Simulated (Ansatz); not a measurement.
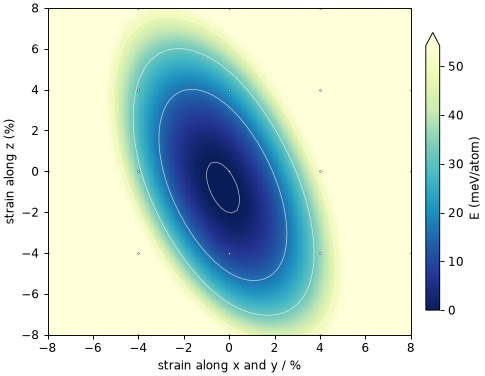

Ti (P6_3/mmc, No. 194; 2 atoms in the cell). The cell is strained homogeneously, by one strain along x and y and another along z, with fractional coordinates fixed (x along [1 0 0], z along [0 0 1] of the conventional cell). First axis: strain along x and y. Second axis: strain along z. The scan uses a 5 × 5 grid. Points are written as (first, second). Energies: meV/atom, counted from the lowest grid point. The reference cell is the one listed in the database, not relaxed at this level. Theory: Ansatz, DFT PBE, scalar-relativistic, plane waves, PAW. Settings: cutoff 420 eV, k-mesh 18×18×10 in the order of the run's cell vectors, gaussian smearing 0.15 eV, no spin polarisation.

In the figure: a smooth colour map with a few white contour lines, dots at the grid points, one colour for all values above the top of the scale. Between grid points the surface is interpolated.

Question: Estimate the clamped-ion elastic constants that this map fixes.

Answer: With the cell volume of 35.3 Å³, the curvatures of the interpolated surface at its minimum give C₁₁ + C₂₂ + 2C₁₂ ≈ 510 GPa, C₃₃ ≈ 189 GPa and C₁₃ + C₂₃ ≈ 150 GPa (clamped ions, Cartesian axes of the cell). A stretch of 1 % along z with free sides (kept equal in x and y) would change the in-plane lengths by about −0.29 %.
